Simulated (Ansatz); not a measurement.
System: AlNi.

```yaml
crystal:
  lattice:
    - [1.98006, -1.98009, 0.00000]
    - [1.98006, 1.98009, 0.00000]
    - [0.00000, 0.00000, 2.81083]
  atoms:
    - { symbol: Al, position: [0.00000, 0.00000, 0.00000] }
    - { symbol: Ni, position: [0.50000, 0.50000, 0.50000] }
```

Space group P4/mmm; a structure from a database of computed crystals, not necessarily the ambient phase; changed on purpose from its base cell (volume × 0.94, shape and atoms relaxed); computed pressure about 12 GPa in this cell; computed without spin polarisation.

Level of theory: DFT PBEsol, scalar-relativistic, plane waves, PAW (Ansatz).

Q: Predict the valence pseudo-density and electron localisation function between the atoms.

A: Al–Ni (2.43 Å): the density is about 0.33 e/Å³ at the midpoint; the ELF is about 0.40 at the midpoint.

Q: Metal or insulator at this level of theory?

A: It is metallic or semimetallic at this level of theory: no gap opens.

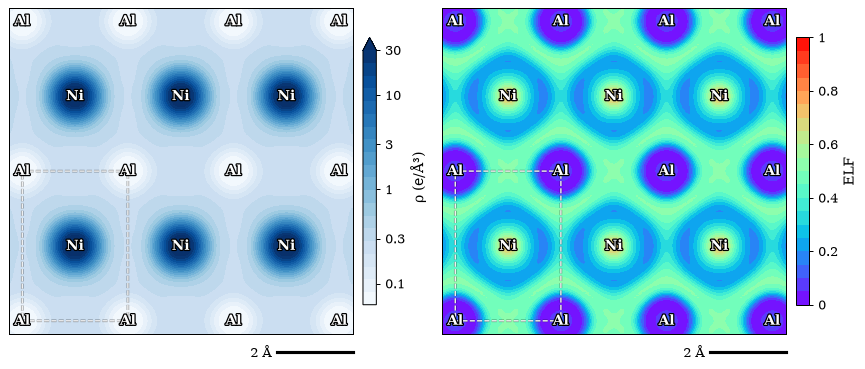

Computed valence pseudo-density and electron localisation function on the (101̄) plane of the standardised cell, in this order. 

The density is the valence pseudo-density of a PAW calculation; it isn't the true density close to the nuclei.
